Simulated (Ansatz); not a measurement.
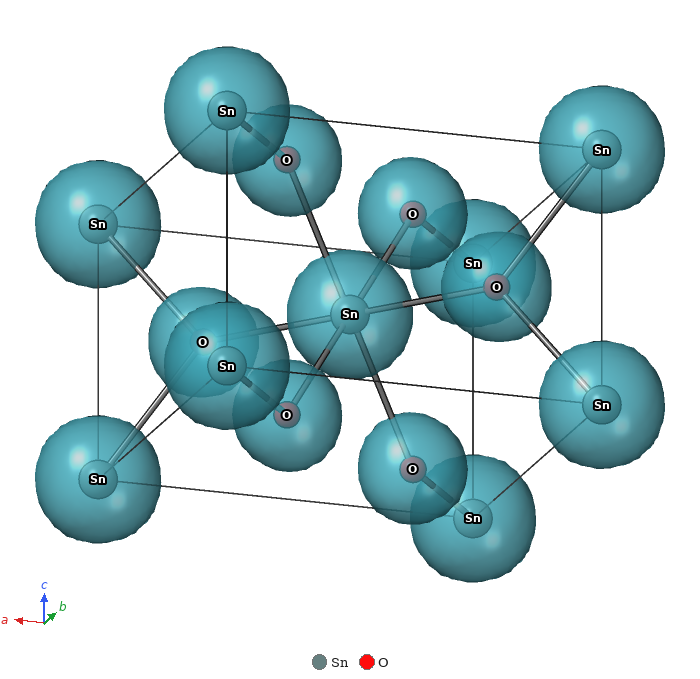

The picture shows: SnO2. Isosurface of the valence charge density (pseudo) at 1.5 e/Å³ (cyan), seen at an oblique angle. Sticks mark near contacts.

Space group Pnnm; a structure from a database of computed crystals, not necessarily the ambient phase; computed pressure about −2 GPa in this cell.

Method: DFT LDA, scalar-relativistic, plane waves, PAW in Ansatz 0.2.0.

In a PAW calculation such maps are meaningful between the atoms, not at the nuclei.

Which contacts does the surface bridge?

At this value the density breaks into separate islands; it holds about 60 % of the electrons treated as valence (semicore included). It bridges none of the near contacts. It is pinched off along the sampled Sn–O (2.05 Å) contacts. On the grid the lowest density along these lines, outside the cores, is 0.68 e/Å³ (Sn–O, 2.05 Å).
